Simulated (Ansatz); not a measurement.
# How much does Ir in W(100), 2x2 scatter?, part 3 of 3

Wanted: the reflection from a plane of defects, Ir in W(100), 2x2, and the resistivity it implies.

Ansatz 0.2.0; Ansatz plane-wave DFT, PBE, PAW files; ballistic transport by layer matching (Landauer), zero bias; PAW set soft_1 (the session's first sound run).

So far, resistivity per at.% scaled from this dense plane, with the factor 3/4 for isotropic scattering (µΩ cm): step 3 (resistance at ideal sites) 4.93.

### Step 5. Transmission after relaxation, relaxed yes

The transmission is solved again on the relaxed atoms.

This step: Ansatz plane-wave DFT, PBE, PAW files; ballistic transport by layer matching (Landauer), zero bias; PAW set soft_1 (Ansatz 0.2.0).

File input.yaml:

```yaml
crystal:
  lattice:
    - [6.3296, 0.0, 0.0]
    - [0.0, 6.3296, 0.0]
    - [0.0, 0.0, 28.4832]
  atoms:
    - { symbol: W, position: [0.0, 0.0, 0.0277777778] }
    - { symbol: W, position: [0.0, 0.5, 0.0277777778] }
    - { symbol: W, position: [0.5, 0.0, 0.0277777778] }
    - { symbol: W, position: [0.5, 0.5, 0.0277777778] }
    - { symbol: W, position: [0.25, 0.25, 0.0833333333] }
    - { symbol: W, position: [0.25, 0.75, 0.0833333333] }
    - { symbol: W, position: [0.75, 0.25, 0.0833333333] }
    - { symbol: W, position: [0.75, 0.75, 0.0833333333] }
    - { symbol: W, position: [0.0, 0.0, 0.1388888889] }
    - { symbol: W, position: [0.0, 0.5, 0.1388888889] }
    - { symbol: W, position: [0.5, 0.0, 0.1388888889] }
    - { symbol: W, position: [0.5, 0.5, 0.1388888889] }
    - { symbol: W, position: [0.25, 0.25, 0.1944444444] }
    - { symbol: W, position: [0.25, 0.75, 0.1944444444] }
    - { symbol: W, position: [0.75, 0.25, 0.1944444444] }
    - { symbol: W, position: [0.75, 0.75, 0.1944444444] }
    - { symbol: W, position: [0.0, 0.0, 0.25] }
    - { symbol: W, position: [0.0, 0.5, 0.25] }
    - { symbol: W, position: [0.5, 0.0, 0.25] }
    - { symbol: W, position: [0.5, 0.5, 0.25] }
    - { symbol: W, position: [0.25, 0.25, 0.305991006] }
    - { symbol: W, position: [0.25, 0.75, 0.3055683157] }
    - { symbol: W, position: [0.75, 0.25, 0.3055683157] }
    - { symbol: W, position: [0.75, 0.75, 0.3053831284] }
    - { symbol: W, position: [0.00029883, 0.00029883, 0.3612894634] }
    - { symbol: W, position: [0.00029883, 0.49970117, 0.3612894634] }
    - { symbol: W, position: [0.49970117, 0.00029883, 0.3612894634] }
    - { symbol: W, position: [0.49970117, 0.49970117, 0.3612894634] }
    - { symbol: W, position: [0.25, 0.25, 0.4181354567] }
    - { symbol: W, position: [0.25, 0.75, 0.416910938] }
    - { symbol: W, position: [0.75, 0.25, 0.416910938] }
    - { symbol: W, position: [0.75, 0.75, 0.4159604956] }
    - { symbol: W, position: [-0.0026213185, -0.0026213185, 0.4719333393] }
    - { symbol: W, position: [-0.0026213185, 0.5026213185, 0.4719333393] }
    - { symbol: W, position: [0.5026213185, -0.0026213185, 0.4719333393] }
    - { symbol: W, position: [0.5026213185, 0.5026213185, 0.4719333393] }
    - { symbol: Ir, position: [0.25, 0.25, 0.5277977779] }
    - { symbol: W, position: [0.25, 0.75, 0.5277974284] }
    - { symbol: W, position: [0.75, 0.25, 0.5277974284] }
    - { symbol: W, position: [0.75, 0.75, 0.5278055454] }
    - { symbol: W, position: [-0.0026021006, -0.0026021006, 0.58367121] }
    - { symbol: W, position: [-0.0026021006, 0.5026021006, 0.58367121] }
    - { symbol: W, position: [0.5026021006, -0.0026021006, 0.58367121] }
    - { symbol: W, position: [0.5026021006, 0.5026021006, 0.58367121] }
    - { symbol: W, position: [0.25, 0.25, 0.6375297537] }
    - { symbol: W, position: [0.25, 0.75, 0.6386924299] }
    - { symbol: W, position: [0.75, 0.25, 0.6386924299] }
    - { symbol: W, position: [0.75, 0.75, 0.6396120774] }
    - { symbol: W, position: [0.000401603, 0.000401603, 0.6943153261] }
    - { symbol: W, position: [0.000401603, 0.499598397, 0.6943153261] }
    - { symbol: W, position: [0.499598397, 0.000401603, 0.6943153261] }
    - { symbol: W, position: [0.499598397, 0.499598397, 0.6943153261] }
    - { symbol: W, position: [0.25, 0.25, 0.75] }
    - { symbol: W, position: [0.25, 0.75, 0.75] }
    - { symbol: W, position: [0.75, 0.25, 0.75] }
    - { symbol: W, position: [0.75, 0.75, 0.75] }
    - { symbol: W, position: [0.0, 0.0, 0.8055555556] }
    - { symbol: W, position: [0.0, 0.5, 0.8055555556] }
    - { symbol: W, position: [0.5, 0.0, 0.8055555556] }
    - { symbol: W, position: [0.5, 0.5, 0.8055555556] }
    - { symbol: W, position: [0.25, 0.25, 0.8611111111] }
    - { symbol: W, position: [0.25, 0.75, 0.8611111111] }
    - { symbol: W, position: [0.75, 0.25, 0.8611111111] }
    - { symbol: W, position: [0.75, 0.75, 0.8611111111] }
    - { symbol: W, position: [0.0, 0.0, 0.9166666667] }
    - { symbol: W, position: [0.0, 0.5, 0.9166666667] }
    - { symbol: W, position: [0.5, 0.0, 0.9166666667] }
    - { symbol: W, position: [0.5, 0.5, 0.9166666667] }
    - { symbol: W, position: [0.25, 0.25, 0.9722222222] }
    - { symbol: W, position: [0.25, 0.75, 0.9722222222] }
    - { symbol: W, position: [0.75, 0.25, 0.9722222222] }
    - { symbol: W, position: [0.75, 0.75, 0.9722222222] }
kpoints:
  mp_grid: { grid: [4, 4, 1] }
hamiltonian:
  xc: pbe
  pseudopotentials: { kind: paw, azcp: { folder: soft_1 } }
scf:
  occupations: { method: fermi_dirac, width: 0.1 }
output:
  transmission: { leads: [[0, 4]], kmesh: [8, 8], e_range: [-0.05, 0.05], de: 0.05 }
  write_potential: true
  write_density: true
  volumetric_format: npy
```

On the command line:

```console
$ ansatz run input.yaml --threads 4 --pin off --max-ram 15360MiB --backend cpu --events-out ev --progress --plain --runs-dir out
```

Numbers of over 12 decimals in the logs are rounded to 6 here.

What it wrote:

```text
[...]
Crystal: 72 atoms, lattice volume = 1141.146 Å³
Basis set: ecut = 420 eV, 22299 PW (Γ)
Bands: 607, of which v1, the nominal top of the filled ones, is band 506 counted from 1 (505 counted from 0)
Symmetry: 8 space group operations
[...]
k-points: 6 of 16
[...]
SCF iter   1: F=—  HF=-749357.139510 eV  |F-HF|=—  |Δ(HF+E_count)|=         —  Δρ=6.71e-2  dr2=7.54e2  ethr=3.10e-3  ⟨swp⟩=5.3  Hψ=11341  notcnv=0
[...]
SCF iter  10: F=-749336.726808 eV  HF=-749336.726808 eV  |F-HF|=6.17e-9  |Δ(HF+E_count)|=   2.65e-8  Δρ=3.44e-7  dr2=6.71e-9  ethr=9.89e-12  ⟨swp⟩=5.7  Hψ=8936  notcnv=0
SCF 1 converged in 10 iterations: F = -749336.726808 eV  dr2 = 6.71e-9
[...]
transmission: 60 of 555 steps passed
transmission: 111 of 555 steps passed
[...]
transmission: 555 of 555 steps passed
SCF converged after 10 iterations
Free energy (F): -749336.726808 eV
[...]
Internal energy: -749335.401298 eV  (E = F + TS)
E sigma→0 (E₀):  -749336.064053 eV
Entropy (-TS):   -1.325510 eV (-18.410 meV/atom)
Fermi energy:    22.437645 eV
[...]
--- Band table (eV; the first three rows and the last of 6) ---
  k-point 0: bands = [... 502 lower, 22.3534, 22.3634, 22.3724, 22.3772, 22.3772, 22.3919, 22.5930, 22.5930, ... 97 higher]
  k-point 1: bands = [... 502 lower, 22.3085, 22.3351, 22.3566, 22.3681, 22.3747, 22.4416, 22.4785, 22.4858, ... 97 higher]
  k-point 2: bands = [... 502 lower, 22.4877, 22.4899, 22.5120, 22.5201, 22.5683, 22.5955, 22.6097, 22.6211, ... 97 higher]
  k-point 5: bands = [... 502 lower, 21.7349, 21.7479, 22.4001, 22.4097, 22.5504, 22.5504, 22.8084, 22.9511, ... 97 higher]
--- Transmission ---
  basis      : 349 plane waves across, 37 finite elements along
  points     : 15, standing for a mesh of 8 x 8
[...]
channels       : 5.031250e0 a spin
[...]
slowest decay  : 0.0389 /Å at (0.5000, 0.5000)
  junction   : crystal 0 to crystal 0, 0.69 to 27.59 Å
    transmission   : 4.002162e0 a spin
[...]
```

Run time: 5 min. Hardware: 4 threads of Intel Xeon Platinum 8375C at 2.90GHz (Ice Lake), shared host; peak memory 8.9 GiB.

This step gave:

```
transmission per spin nearest the Fermi level : 4.002
step of the lead's potential                  : 0.7 meV
```

Per spin. The transmission, zone mean by energy, zero at the Fermi level:

```tsv
energy (eV)	transmission, zone mean
-0.0500	3.82
0.0000	4.00
0.0500	4.04
```

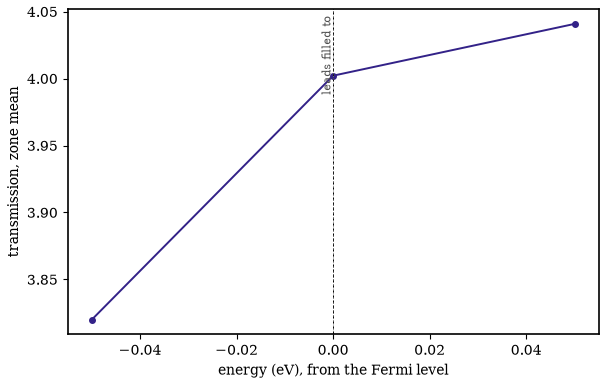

Transmission, zone mean, plotted against energy.

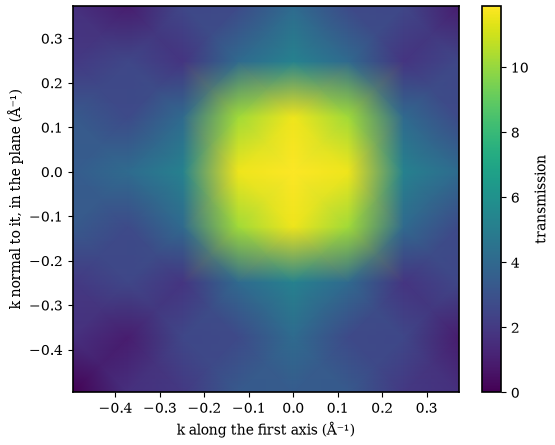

Transmission over k1 and k2. At 0.0000 eV from the Fermi level.

Over the solved energies the transmission per spin lies between 3.82 and 4.04, out of 5.11 channels of the lead on average (up to 5.66).

### Step 6. Resistance after relaxation

This step: Ansatz plane-wave DFT, PBE, PAW files; ballistic transport by layer matching (Landauer), zero bias; area resistance of the defect plane and resistivity an atomic per cent; PAW set soft_1 (Ansatz 0.2.0).

Numbers from this step:

```yaml
area_resistance: 0.2966 fΩ m²
t_over_the_leads_mean_channel_count: 0.7731
resistivity_per_at_scaled_from_this_dense_plane_with_the_factor_3_over_4_for_isotropic_scattering: 5.624 µΩ cm
```

Averaged over the energies near the Fermi level, 77.3 % of the channels pass, which makes 0.297 fΩ m², against 0.260 on ideal sites.

### Step 7. Outcome

```yaml
share_of_channels_that_pass_rigid: 0.796
area_resistance_rigid: 0.260 fΩ m²
resistivity_per_at_from_the_area_resistance_times_3_over_4_rigid: 4.93 µΩ cm
share_of_channels_that_pass_relaxed: 0.773
area_resistance_relaxed: 0.297 fΩ m²
resistivity_per_at_from_the_area_resistance_times_3_over_4_relaxed: 5.62 µΩ cm
```

In words: The plane of defects adds 0.30 fΩ m². Scaled to one atomic per cent that is 7.5 µΩ cm as it stands and 5.6 with the factor 3/4 for isotropic scattering on a spherical Fermi surface; with the reflection in place of the resistance taken as linear in the density it would be 4.3. These are rough estimates of the dilute value, not bounds. One Ir in each 2x2 cell reflects 23 % of the lead's channels. The relaxed cell differs by 14 % in resistance; between the two runs the lead's own channel count goes from 5.11 to 5.11, so the change comes from the moved atoms. The defects form a dense periodic sheet that scatters coherently, unlike a dilute random alloy. T and N are means over the solved energies nearest the Fermi level. Spin-orbit coupling is left out, which matters for Ir and W.

[Logs are printed without paths, hosts, clocks, repeated set-up lines and the standing remarks that a program may print on its own settings, such as how far it seeks lower states.]

[Hosts, paths, dates, database ids (printed as entryN), source tags and the programs' standing remarks are cut or masked in the printed files.]
